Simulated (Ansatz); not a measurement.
## Geometry relaxation of C₂₀H (part 1 of 3)

System: C₂₀H (slab, 21 atoms in the cell).
Method: DFT PBE, scalar-relativistic, plane waves, PAW, PAW set soft_1, spin-polarised (Ansatz 0.2.0).

The structure derives from an entry of the Crystallography Open Database. The input holds or restrains some coordinates. Forces given for the steps count only the free coordinates. Figures and captions count atoms from 1; the log counts them from 0 in places.

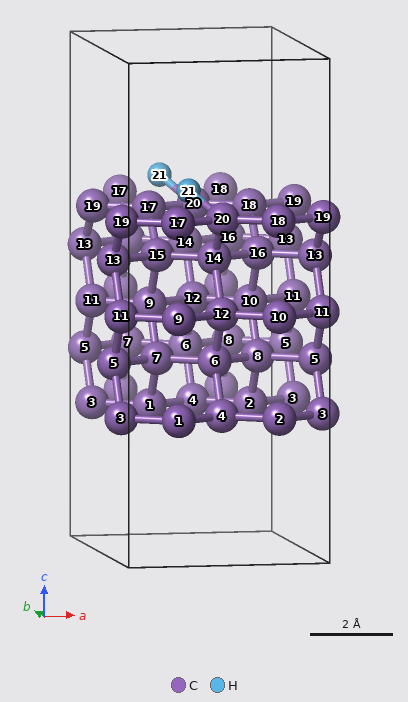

**Figure 1.** The starting structure (ball-and-stick view of the 1 × 2 repeat of the cell, with the vacuum cut short, seen slightly off an axis; atoms are numbered from 1 in the order of the input). An atom can appear more than once, as a periodic image.

The input:
```yaml
crystal:
  lattice:
    - [5.0509324483, 0.0, 0.0]
    - [0.0, 3.5715485855, 0.0]
    - [0.0, 0.0, 20.3790412154]
  atoms:
    - { symbol: C, position: [0.25, 0.0, 0.1962800878] }
    - { symbol: C, position: [0.75, 0.0, 0.1962800878] }
    - { symbol: C, position: [0.0, 0.25, 0.1962800878] }
    - { symbol: C, position: [0.5, 0.25, 0.1962800878] }
    - { symbol: C, position: [0.0, 0.5, 0.2582424294] }
    - { symbol: C, position: [0.5, 0.5, 0.2582424294] }
    - { symbol: C, position: [0.25, 0.75, 0.2582424294] }
    - { symbol: C, position: [0.75, 0.75, 0.2582424294] }
    - { symbol: C, position: [0.25, 0.0024640218, 0.3199149169] }
    - { symbol: C, position: [0.75, 0.0024640218, 0.3199149169] }
    - { symbol: C, position: [0.0, 0.2475359782, 0.3199149169] }
    - { symbol: C, position: [0.5, 0.2475359782, 0.3199149169] }
    - { symbol: C, position: [0.0, 0.5097084369, 0.3835991966] }
    - { symbol: C, position: [0.5, 0.5097084369, 0.3835991966] }
    - { symbol: C, position: [0.25, 0.7402915631, 0.3835991966] }
    - { symbol: C, position: [0.75, 0.7402915631, 0.3835991966] }
    - { symbol: C, position: [0.25, 0.0294931925, 0.4356947474] }
    - { symbol: C, position: [0.75, 0.0294931925, 0.4356947474] }
    - { symbol: C, position: [0.0, 0.2205068075, 0.4356947474] }
    - { symbol: C, position: [0.5, 0.2205068075, 0.4356947474] }
    - { symbol: H, position: [0.375, 0.5294931925, 0.4651367606], spin: 1.0 }
basis:
  ecutwfc: 420
kpoints:
  mp_grid: { grid: [5, 8, 1] }
hamiltonian:
  xc: pbe
  pseudopotentials: { kind: paw, azcp: { folder: soft_1 } }
scf:
  occupations: { method: gaussian, width: 0.05 }
output:
  forces: true
  eigenvalues: true
  populations: true
  write_density: true
  write_potential: true
  elf: true
  volumetric_format: npy
magnetization:
  spin_polarized: true
relax:
  adjacent_minimum: "off"
  f_tol: 0.025
  max_steps: 16
  constraints:
    - { sites: [0, 1, 2, 3, 4, 5, 6, 7, 8, 9, 10, 11, 12, 13, 14, 15, 16, 17, 18, 19] }
    - { sites: [20], fix: xy }
efield:
  axis: 3
  dipole_correction: true
  ramp_width: 0.04
```

Hardware: 2 threads of Arm Neoverse V2, 24 GiB of memory available, shared host.

Launched with:
```bash
ansatz run input.yaml --threads 2 --pin off --max-ram 6144MiB --backend cpu --events-out ev --progress --plain --runs-dir out
```

What the program printed:
```
Engine: ansatz 0.2.0, aarch64-unknown-linux-gnu
Pseudopotentials: kind: paw
Pseudopotential: C, paw, valence charge 4, recommended cutoff 420 eV (normal), [file]
Pseudopotential: H, paw, valence charge 1, recommended cutoff 420 eV (normal), [file]
Functional definition: PBE
  parameter kappa = 0.804
  parameter beta = 0.06672455060314922
  exchange = pbe_x(kappa = kappa, mu = beta*pi^2/3)
  correlation = pbe_c(beta = beta)
Crystal: 21 atoms, lattice volume = 367.631 Å³
Basis set: ecut = 420 eV, 7175 PW (Γ), exchange–correlation on 72×48×288 points (8 copies of the dense FFT grid, shifted against one another)
Bands: 62, of which v1, the nominal top of the filled ones, is band 41 counted from 1 (40 counted from 0)
Symmetry: 1 space group operations
k-points: 21 of 40 (time reversal used)
Non-local potential: C, projectors of the file, l = 0: 2, l = 1: 2, l = 2: 1
Non-local potential: H, projectors of the file, l = 0: 2, l = 1: 1
PAW form: soft (Blöchl's): semilocal exchange-correlation on the pseudo side does not see the compensation charge
PAW one-centre angular grid: C, 110 points (default); XC on 64 Gauss nodes
PAW one-centre angular grid: H, 110 points (default); XC on 64 Gauss nodes
Initial density: superposition of atomic densities (neutral atoms: chi_scale 0, normalization atom)
Starting moments: Σ|m| = 1 μB on 1 of 21 sites
Initial wavefunctions: pseudopotential atomic-orbital guess
Functional: x = pbe(κ = 0.804, μ = 0.2195149727645171), c = pbe(β = 0.06672455060314922)
SCF iter   1: F=—  HF=-5023.617672 eV  |F-HF|=—  |Δ(HF+E_count)|=         —  Δρ=3.96e-2 (↑3.96e-2 ↓3.84e-2)  dr2=1.82e1  dr2_m=2.21e-1  M=0.290 μB ∫|m|=0.457 μB  β_m=0.30  ethr=3.10e-3  p=0.000 e·Å  D=4.65e-7 V/Å  ΔV_dip=-0.00 eV  dr2_dipole=7.67e-4  V_vac-E_F(+/−)=8.29/8.29 eV  ⟨swp⟩=8.7  Hψ=16314  notcnv=0  defer=362
efield: sawtooth ramp at fractional position 0.8107 (placed from the atoms, in the widest stretch of the axis that holds none; the zero of the levels goes with the place), width 0.0400; the density the first Hamiltonian is built on has a dipole p = 0.000 e·Å; the dipole correction subtracts the counter field D = 4.65e-7 V/Å, which shifts the + side's vacuum level by -0.00 eV against the − side's; the planar-averaged density in the ramp window peaks in size at 7.7e-7 e/Å³
preconditioner: auto → LDOS  [metal: Δε(μ)=0.011 eV  Ē_g=15.879 eV  σ=0.050 eV  W_gap=0.12  n_scr=48 (ndim 8)  ℏωp=17.4 eV  f_vac=0.584  D(μ)=6.34/eV (n_scr^D=30)]
spin=Collinear: LDOS preconditioning applied to the charge; magnetization (m = ρ↑ − ρ↓) channel mixes plain (no charge-response kernel on spin).
SCF iter   2: F=—  HF=-5020.070683 eV  |F-HF|=—  |Δ(HF+E_count)|=    3.55e0  Δρ=2.61e-2 (↑2.61e-2 ↓2.56e-2)  dr2=8.46e0  dr2_m=1.36e-1  M=0.231 μB ∫|m|=0.396 μB  β_m=0.30  ethr=3.10e-3  p=0.042 e·Å  D=2.06e-2 V/Å  ΔV_dip=-0.42 eV  dr2_dipole=1.27e-1  V_vac-E_F(+/−)=7.31/7.73 eV  ⟨swp⟩=3.2  Hψ=4910  notcnv=0  defer=685  κ⁻¹=1.0e0(r=1)
SCF iter   3: F=—  HF=-5017.766358 eV  |F-HF|=—  |Δ(HF+E_count)|=    2.30e0  Δρ=8.97e-3 (↑8.35e-3 ↓8.97e-3)  dr2=1.56e0  dr2_m=8.06e-2  M=0.184 μB ∫|m|=0.350 μB  β_m=0.30  ethr=3.10e-3  p=0.104 e·Å  D=5.10e-2 V/Å  ΔV_dip=-1.04 eV  dr2_dipole=2.92e-1  V_vac-E_F(+/−)=5.81/6.85 eV  ⟨swp⟩=3.5  Hψ=4123  notcnv=0  defer=685  κ⁻¹=1.9e-2(r=2)
SCF iter   4: F=—  HF=-5017.770385 eV  |F-HF|=—  |Δ(HF+E_count)|=   4.03e-3  Δρ=5.05e-3 (↑4.17e-3 ↓5.05e-3)  dr2=3.84e-1  dr2_m=5.31e-2  M=0.161 μB ∫|m|=0.303 μB  β_m=0.30  ethr=1.92e-3  p=0.114 e·Å  D=5.63e-2 V/Å  ΔV_dip=-1.15 eV  dr2_dipole=1.29e-1  V_vac-E_F(+/−)=5.26/6.41 eV  ⟨swp⟩=3.5  Hψ=4316  notcnv=0  defer=685  κ⁻¹=2.0e-3(r=3)
SCF iter   5: F=—  HF=-5017.825962 eV  |F-HF|=—  |Δ(HF+E_count)|=   5.56e-2  Δρ=4.09e-3 (↑3.32e-3 ↓4.09e-3)  dr2=2.52e-1  dr2_m=3.37e-2  M=0.150 μB ∫|m|=0.285 μB  β_m=0.30  ethr=4.74e-4  p=0.112 e·Å  D=5.50e-2 V/Å  ΔV_dip=-1.12 eV  dr2_dipole=8.79e-2  V_vac-E_F(+/−)=5.20/6.32 eV  ⟨swp⟩=2.5  Hψ=2580  notcnv=0  defer=685  κ⁻¹=1.9e-4(r=4)
SCF iter   6: F=—  HF=-5017.847368 eV  |F-HF|=—  |Δ(HF+E_count)|=   2.14e-2  Δρ=2.86e-3 (↑2.86e-3 ↓2.75e-3)  dr2=1.76e-2  dr2_m=2.28e-2  M=0.149 μB ∫|m|=0.278 μB  β_m=0.30  ethr=3.11e-4  p=0.097 e·Å  D=4.78e-2 V/Å  ΔV_dip=-0.97 eV  dr2_dipole=4.04e-3  V_vac-E_F(+/−)=5.08/6.06 eV  ⟨swp⟩=3.6  Hψ=3429  notcnv=0  defer=685  κ⁻¹=4.8e-5(r=5)
SCF iter   7: F=—  HF=-5017.868293 eV  |F-HF|=—  |Δ(HF+E_count)|=   2.09e-2  Δρ=2.29e-3 (↑2.08e-3 ↓2.29e-3)  dr2=1.85e-2  dr2_m=1.50e-2  M=0.150 μB ∫|m|=0.285 μB  β_m=0.30  ethr=2.17e-5  p=0.098 e·Å  D=4.81e-2 V/Å  ΔV_dip=-0.98 eV  dr2_dipole=7.12e-3  V_vac-E_F(+/−)=5.09/6.07 eV  ⟨swp⟩=2.6  Hψ=3772  notcnv=0  defer=685  κ⁻¹=4.5e-5(r=6)
SCF iter   8: F=—  HF=-5017.880178 eV  |F-HF|=—  |Δ(HF+E_count)|=   1.19e-2  Δρ=1.84e-3 (↑1.73e-3 ↓1.84e-3)  dr2=4.86e-3  dr2_m=1.04e-2  M=0.155 μB ∫|m|=0.305 μB  β_m=0.99  ethr=2.17e-5  p=0.094 e·Å  D=4.61e-2 V/Å  ΔV_dip=-0.94 eV  dr2_dipole=1.70e-3  V_vac-E_F(+/−)=5.11/6.04 eV  ⟨swp⟩=2.1  Hψ=2093  notcnv=0  defer=685
Mixer restart at iter 8: flushing history
spin-set hold released at iteration 8 (site moments contracting): the magnetisation degrees of freedom join the quasi-Newton model from the next iteration; the mixer history was flushed
SCF iter   9: F=—  HF=-5017.900939 eV  |F-HF|=—  |Δ(HF+E_count)|=   2.08e-2  Δρ=1.45e-3 (↑1.28e-3 ↓1.45e-3)  dr2=4.94e-3  dr2_m=5.99e-3  M=0.193 μB ∫|m|=0.419 μB  β_m=0.49  ethr=6.00e-6  p=0.093 e·Å  D=4.59e-2 V/Å  ΔV_dip=-0.94 eV  dr2_dipole=1.84e-3  V_vac-E_F(+/−)=5.11/6.05 eV  ⟨swp⟩=3.1  Hψ=4850  notcnv=0  defer=685
density mixer auto → msr1: a metal under ldos (density of states about μ 0.88 of a free-electron gas's, 48 screened modes)
SCF iter  10: F=—  HF=-5017.909272 eV  |F-HF|=—  |Δ(HF+E_count)|=   8.33e-3  Δρ=1.82e-3 (↑1.72e-3 ↓1.82e-3)  dr2=3.42e-3  dr2_m=1.04e-2  M=0.245 μB ∫|m|=0.560 μB  β_m=0.74  ethr=6.00e-6  p=0.092 e·Å  D=4.55e-2 V/Å  ΔV_dip=-0.93 eV  dr2_dipole=1.22e-3  V_vac-E_F(+/−)=5.12/6.05 eV  ⟨swp⟩=2.2  Hψ=3049  notcnv=0  defer=685
SCF iter  11: F=-5017.983387 eV  HF=-5017.957967 eV  |F-HF|=2.54e-2  |Δ(HF+E_count)|=   4.87e-2  Δρ=2.98e-3 (↑2.91e-3 ↓2.98e-3)  dr2=6.25e-3  dr2_m=2.90e-2  M=0.387 μB ∫|m|=1.088 μB  β_m=0.39  ethr=4.22e-6  p=0.090 e·Å  D=4.45e-2 V/Å  ΔV_dip=-0.91 eV  dr2_dipole=2.17e-3  V_vac-E_F(+/−)=5.12/6.03 eV  ⟨swp⟩=3.6  Hψ=5171  notcnv=0  defer=685  recentre
SCF iter  12: F=-5017.984759 eV  HF=-5017.958483 eV  |F-HF|=2.63e-2  |Δ(HF+E_count)|=   5.16e-4  Δρ=2.98e-3 (↑2.93e-3 ↓2.98e-3)  dr2=5.72e-3  dr2_m=2.92e-2  M=0.388 μB ∫|m|=1.098 μB  β_m=0.29  ethr=4.22e-6  p=0.091 e·Å  D=4.45e-2 V/Å  ΔV_dip=-0.91 eV  dr2_dipole=2.18e-3  V_vac-E_F(+/−)=5.12/6.03 eV  ⟨swp⟩=1.1  Hψ=2211  notcnv=0  defer=685
SCF iter  13: F=-5018.046519 eV  HF=-5018.019706 eV  |F-HF|=2.68e-2  |Δ(HF+E_count)|=   6.12e-2  Δρ=3.48e-3 (↑3.09e-3 ↓3.48e-3)  dr2=1.17e-2  dr2_m=3.60e-2  M=0.403 μB ∫|m|=1.528 μB  β_m=0.97  ethr=4.22e-6  p=0.089 e·Å  D=4.37e-2 V/Å  ΔV_dip=-0.89 eV  dr2_dipole=4.39e-3  V_vac-E_F(+/−)=5.11/6.00 eV  ⟨swp⟩=3.2  Hψ=4689  notcnv=0  defer=685
SCF iter  14: F=-5017.967731 eV  HF=-5017.941044 eV  |F-HF|=2.67e-2  |Δ(HF+E_count)|=   7.87e-2  Δρ=3.30e-3 (↑3.30e-3 ↓2.38e-3)  dr2=5.34e-3  dr2_m=2.69e-2  M=0.247 μB ∫|m|=0.979 μB  β_m=0.97  ethr=4.22e-6  p=0.089 e·Å  D=4.36e-2 V/Å  ΔV_dip=-0.89 eV  dr2_dipole=3.61e-5  V_vac-E_F(+/−)=5.14/6.02 eV  ⟨swp⟩=3.5  Hψ=5291  notcnv=0  defer=686  recentre
SCF iter  15: F=-5017.964917 eV  HF=-5017.940899 eV  |F-HF|=2.40e-2  |Δ(HF+E_count)|=   1.45e-4  Δρ=3.02e-3 (↑3.02e-3 ↓2.33e-3)  dr2=4.46e-3  dr2_m=2.37e-2  M=0.028 μB ∫|m|=1.011 μB  β_m=0.26  ethr=4.22e-6  p=0.087 e·Å  D=4.30e-2 V/Å  ΔV_dip=-0.88 eV  dr2_dipole=7.30e-5  V_vac-E_F(+/−)=5.13/6.00 eV  ⟨swp⟩=3.0  Hψ=4312  notcnv=0  defer=690  recentre
SCF iter  16: F=-5018.085869 eV  HF=-5018.042541 eV  |F-HF|=4.33e-2  |Δ(HF+E_count)|=   1.02e-1  Δρ=3.84e-3 (↑3.84e-3 ↓3.38e-3)  dr2=6.91e-3  dr2_m=4.34e-2  M=0.211 μB ∫|m|=1.704 μB  β_m=0.98  ethr=4.22e-6  p=0.085 e·Å  D=4.19e-2 V/Å  ΔV_dip=-0.85 eV  dr2_dipole=1.53e-3  V_vac-E_F(+/−)=5.12/5.98 eV  ⟨swp⟩=3.4  Hψ=5228  notcnv=0  defer=690
SCF iter  17: F=-5018.155395 eV  HF=-5018.181715 eV  |F-HF|=2.63e-2  |Δ(HF+E_count)|=   1.39e-1  Δρ=3.12e-3 (↑3.11e-3 ↓3.12e-3)  dr2=4.68e-2  dr2_m=3.06e-2  M=0.139 μB ∫|m|=2.567 μB  β_m=0.99  ethr=4.22e-6  p=0.076 e·Å  D=3.73e-2 V/Å  ΔV_dip=-0.76 eV  dr2_dipole=1.74e-2  V_vac-E_F(+/−)=5.09/5.85 eV  ⟨swp⟩=4.3  Hψ=6697  notcnv=0  defer=701
SCF iter  18: F=-5018.180221 eV  HF=-5018.162954 eV  |F-HF|=1.73e-2  |Δ(HF+E_count)|=   1.88e-2  Δρ=3.92e-3 (↑3.49e-3 ↓3.92e-3)  dr2=3.22e-2  dr2_m=4.40e-2  M=0.111 μB ∫|m|=2.846 μB  β_m=0.62  ethr=4.22e-6  p=0.060 e·Å  D=2.95e-2 V/Å  ΔV_dip=-0.60 eV  dr2_dipole=1.01e-2  V_vac-E_F(+/−)=5.10/5.70 eV  ⟨swp⟩=3.2  Hψ=5961  notcnv=0  defer=701
SCF iter  19: F=-5018.153778 eV  HF=-5018.129988 eV  |F-HF|=2.38e-2  |Δ(HF+E_count)|=   3.30e-2  Δρ=3.81e-3 (↑2.19e-3 ↓3.81e-3)  dr2=1.64e-2  dr2_m=2.96e-2  M=0.281 μB ∫|m|=2.165 μB  β_m=0.93  ethr=4.22e-6  p=0.068 e·Å  D=3.36e-2 V/Å  ΔV_dip=-0.69 eV  dr2_dipole=2.85e-4  V_vac-E_F(+/−)=5.13/5.82 eV  ⟨swp⟩=4.7  Hψ=6809  notcnv=0  defer=701  recentre
SCF iter  20: F=-5018.190053 eV  HF=-5018.215061 eV  |F-HF|=2.50e-2  |Δ(HF+E_count)|=   8.51e-2  Δρ=2.45e-3 (↑1.25e-3 ↓2.45e-3)  dr2=3.34e-2  dr2_m=9.43e-3  M=0.209 μB ∫|m|=3.185 μB  β_m=0.79  ethr=4.22e-6  p=0.044 e·Å  D=2.14e-2 V/Å  ΔV_dip=-0.44 eV  dr2_dipole=7.85e-3  V_vac-E_F(+/−)=5.08/5.52 eV  ⟨swp⟩=4.2  Hψ=7771  notcnv=0  defer=700
SCF iter  21: F=-5018.230507 eV  HF=-5018.231471 eV  |F-HF|=9.63e-4  |Δ(HF+E_count)|=   1.64e-2  Δρ=7.53e-4 (↑7.53e-4 ↓4.68e-4)  dr2=2.58e-3  dr2_m=9.37e-4  M=0.217 μB ∫|m|=2.893 μB  β_m=0.76  ethr=4.22e-6  p=0.044 e·Å  D=2.15e-2 V/Å  ΔV_dip=-0.44 eV  dr2_dipole=1.81e-4  V_vac-E_F(+/−)=5.11/5.55 eV  ⟨swp⟩=3.2  Hψ=6054  notcnv=0  defer=697
SCF iter  22: F=-5018.232893 eV  HF=-5018.232653 eV  |F-HF|=2.40e-4  |Δ(HF+E_count)|=   1.18e-3  Δρ=3.61e-4 (↑3.19e-4 ↓3.61e-4)  dr2=2.28e-4  dr2_m=3.61e-4  M=0.193 μB ∫|m|=2.921 μB  β_m=0.88  ethr=3.19e-6  p=0.042 e·Å  D=2.08e-2 V/Å  ΔV_dip=-0.42 eV  dr2_dipole=4.10e-5  V_vac-E_F(+/−)=5.11/5.54 eV  ⟨swp⟩=2.0  Hψ=3700  notcnv=0  defer=697
SCF iter  23: F=-5018.233534 eV  HF=-5018.233608 eV  |F-HF|=7.39e-5  |Δ(HF+E_count)|=   9.56e-4  Δρ=1.69e-4 (↑1.51e-4 ↓1.69e-4)  dr2=1.84e-4  dr2_m=5.86e-5  M=0.162 μB ∫|m|=2.957 μB  β_m=0.92  ethr=2.82e-7  p=0.039 e·Å  D=1.93e-2 V/Å  ΔV_dip=-0.39 eV  dr2_dipole=6.92e-6  V_vac-E_F(+/−)=5.12/5.51 eV  ⟨swp⟩=3.1  Hψ=5248  notcnv=0  defer=697
SCF iter  24: F=-5018.233674 eV  HF=-5018.233708 eV  |F-HF|=3.36e-5  |Δ(HF+E_count)|=   9.92e-5  Δρ=9.68e-5 (↑7.75e-5 ↓9.68e-5)  dr2=7.07e-5  dr2_m=1.67e-5  M=0.151 μB ∫|m|=2.964 μB  β_m=0.96  ethr=2.28e-7  p=0.039 e·Å  D=1.92e-2 V/Å  ΔV_dip=-0.39 eV  dr2_dipole=4.03e-6  V_vac-E_F(+/−)=5.12/5.51 eV  ⟨swp⟩=2.1  Hψ=3510  notcnv=0  defer=697
SCF iter  25: F=-5018.233720 eV  HF=-5018.233715 eV  |F-HF|=4.48e-6  |Δ(HF+E_count)|=   7.55e-6  Δρ=6.72e-5 (↑6.72e-5 ↓6.27e-5)  dr2=1.67e-5  dr2_m=1.17e-5  M=0.148 μB ∫|m|=2.956 μB  β_m=0.92  ethr=8.73e-8  p=0.040 e·Å  D=1.95e-2 V/Å  ΔV_dip=-0.40 eV  dr2_dipole=2.77e-9  V_vac-E_F(+/−)=5.12/5.52 eV  ⟨swp⟩=2.7  Hψ=3646  notcnv=0  defer=697
SCF iter  26: F=-5018.233744 eV  HF=-5018.233745 eV  |F-HF|=1.27e-6  |Δ(HF+E_count)|=   3.00e-5  Δρ=2.82e-5 (↑2.65e-5 ↓2.82e-5)  dr2=5.86e-6  dr2_m=1.64e-6  M=0.145 μB ∫|m|=2.966 μB  β_m=0.93  ethr=1.93e-8  p=0.039 e·Å  D=1.93e-2 V/Å  ΔV_dip=-0.39 eV  dr2_dipole=1.11e-7  V_vac-E_F(+/−)=5.12/5.52 eV  ⟨swp⟩=42.5  Hψ=43745  notcnv=0
SCF iter  27: F=-5018.233749 eV  HF=-5018.233749 eV  |F-HF|=2.99e-7  |Δ(HF+E_count)|=   3.70e-6  Δρ=1.70e-5 (↑1.60e-5 ↓1.70e-5)  dr2=1.20e-6  dr2_m=7.30e-7  M=0.145 μB ∫|m|=2.968 μB  β_m=0.97  ethr=7.23e-9  p=0.039 e·Å  D=1.93e-2 V/Å  ΔV_dip=-0.39 eV  dr2_dipole=3.69e-9  V_vac-E_F(+/−)=5.12/5.52 eV  ⟨swp⟩=20.9  Hψ=26167  notcnv=0
SCF iter  28: F=-5018.233751 eV  HF=-5018.233751 eV  |F-HF|=4.50e-8  |Δ(HF+E_count)|=   2.06e-6  Δρ=1.08e-5 (↑9.42e-6 ↓1.08e-5)  dr2=5.28e-7  dr2_m=2.79e-7  M=0.146 μB ∫|m|=2.970 μB  ethr=1.49e-9  p=0.039 e·Å  D=1.93e-2 V/Å  ΔV_dip=-0.39 eV  dr2_dipole=8.82e-10  V_vac-E_F(+/−)=5.12/5.52 eV  ⟨swp⟩=19.0  Hψ=24621  notcnv=0
at 4 of the mixer's solves, the last at iteration 16, it left a direction of its history that read negative out of its fit and stepped the other way along it
SCF 1 converged in 28 iterations: F = -5018.233751 eV  dr2 = 5.28e-7
  greatest PAW one-centre occupation: 0.673 electrons in one spin orbital (limit 2), on the C atom at site 2 (counted from 0), in its partial waves of l = 0
relax step   1: F+E_penalty+E_count = -5018.23375082 eV  Δ(F+E_penalty+E_count) = +0.000e0 eV  max|allowed force component| = 1.548e0 eV/Å  Δτ_max = 0.0000 Å  (28 SCF iters, dr2 threshold 1.56e-5 eV, accepted)
Initial density: handed on by an earlier stage of this run
Starting moments: Σ|m| = 1 μB on 1 of 21 sites; this step starts from the density that it was given
Initial wavefunctions: those handed on with the density
iter 1 solved again at ethr=1.50e-5 eV; its pass at ethr=3.10e-3 eV (dr2=1.21e-2 eV) is discarded
```
